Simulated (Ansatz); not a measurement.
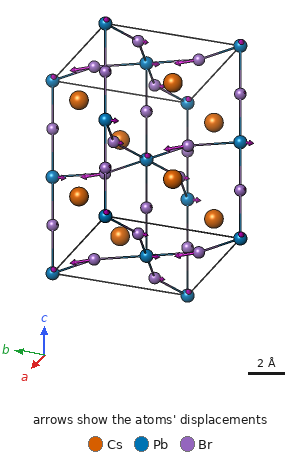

One vibrational mode of solid CsPbBr$_{3}$ at the zone centre. The purple arrows are the displacements of the atoms (eigenvector over the root of the mass), of arbitrary overall length and sign. A ball-and-stick model of the conventional cell (2 times the calculation's cell), seen from a free direction. Lengths and directions refer to the drawn axes. Only the shorter bonds are drawn.

The calculation used DFT PBEsol, scalar-relativistic, plane waves, PAW in Ansatz.

Input
```yaml
crystal:
  lattice:
    - [-4.0572464289, 4.0572464289, 5.9540720464]
    - [4.0572464289, -4.0572464289, 5.9540720464]
    - [4.0572464289, 4.0572464289, -5.9540720464]
  atoms:
    - { symbol: Cs, position: [0.75, 0.25, 0.5] }
    - { symbol: Cs, position: [0.25, 0.75, 0.5] }
    - { symbol: Pb, position: [0.0, 0.0, 0.0] }
    - { symbol: Pb, position: [0.5, 0.5, 0.0] }
    - { symbol: Br, position: [0.25, 0.25, 0.0] }
    - { symbol: Br, position: [0.75, 0.75, 0.0] }
    - { symbol: Br, position: [0.6844027349, 0.1844027349, 0.8688054698] }
    - { symbol: Br, position: [0.3155972651, 0.8155972651, 0.1311945302] }
    - { symbol: Br, position: [0.1844027349, 0.3155972651, 0.5] }
    - { symbol: Br, position: [0.8155972651, 0.6844027349, 0.5] }
basis:
  ecutwfc: 420
kpoints:
  mp_grid: { grid: [6, 6, 6] }
hamiltonian:
  xc: pbesol
scf:
  occupations: { method: gaussian, width: 0.05 }
output:
  eigenvalues: true
phonons:
  method: fd
  supercell: [1, 1, 1]
  amplitude: 0.02
  eigenvectors: true
  dielectric: false
```

Command:
```bash
ansatz run input.yaml --threads 2 --pin off --max-ram 5120MiB --backend cpu --events-out ev --progress --plain --runs-dir out
```

Frequencies are those without the non-analytic (LO–TO) term.

Q: Describe the mode and give its frequency.

A: This is the E_u mode (doubly degenerate; one member of the set is drawn) at 85 cm⁻¹, optical level 14 of 19, counted from below, infrared-active by symmetry. The Cs atoms hardly move; it stretches the shortest Br–Pb bonds (2.97 Å); the kinetic energy is shared as Br 72 %, Pb 28 %.
